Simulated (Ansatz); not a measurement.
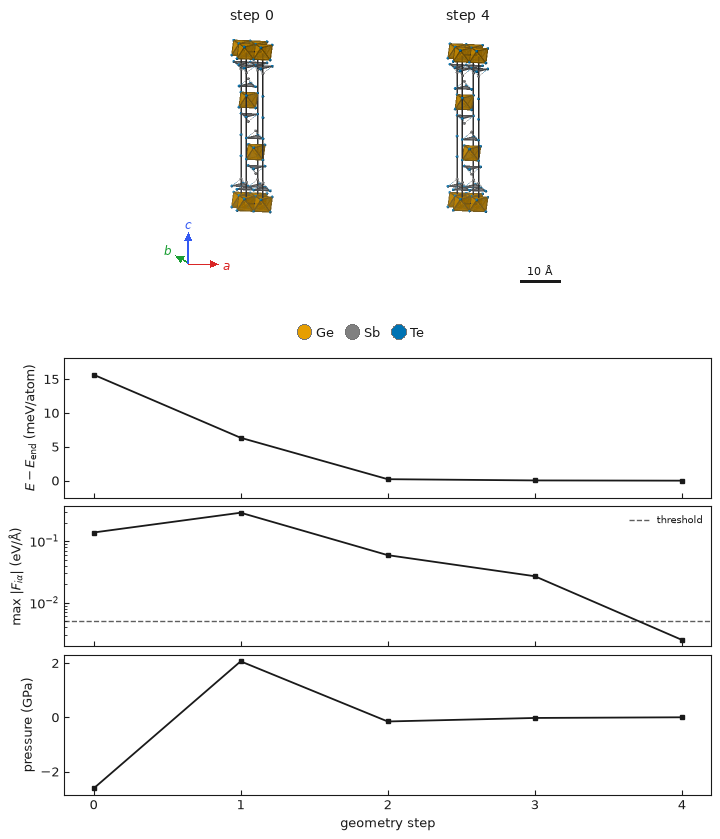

First and last geometry of a relaxation of crystalline GeSb₂Te₄ (set up in R-3m), with the history of the run. A polyhedral model of the conventional cell (3 times the calculation's cell), seen slightly off an axis. Lengths and directions refer to the drawn axes.

These are results of DFT PBEsol, scalar-relativistic, plane waves, PAW in Ansatz 0.2.0, not measurements. Settings: plane-wave cutoff 420 eV; k-point mesh 12 × 12 × 12; occupations gaussian; smearing width 0.1 eV; no spin polarisation; cell and atoms relaxed; force threshold 0.005 eV/Å; at most 80 steps.

Question: Did the run converge, and what did it change?

Answer: The run was cut off at its time limit before the program reported convergence, but its last step already meets the force threshold: the largest component is 0.0025 eV/Å against 0.005 eV/Å. The pressure is within 0.01 GPa of its target. The largest moves relative to the cell, 0.034 Å, are those of Sb and Te atoms. Largest moves by element: Sb 0.034 Å, Te 0.033 Å. Ge stays in place. The volume changes by −5.5 %, with a = b 4.319 → 4.244 Å (−1.7 %), c 39.684 → 38.837 Å (−2.1 %). Some distances before and after: Ge–Te 3.006 → 2.932 Å, Sb–Te 3.035 → 3.015 Å. The space group stays R-3m (No. 166). Over 4 geometry steps the energy falls by 15.7 meV per atom. The largest force component goes from 0.14 to 0.0025 eV/Å. Pressure: −2.62 GPa at the start and 0.00 GPa at the end. Cost: 9.3 min on 2 threads of Arm Neoverse V2 (shared host), peak memory 1.8 GiB.
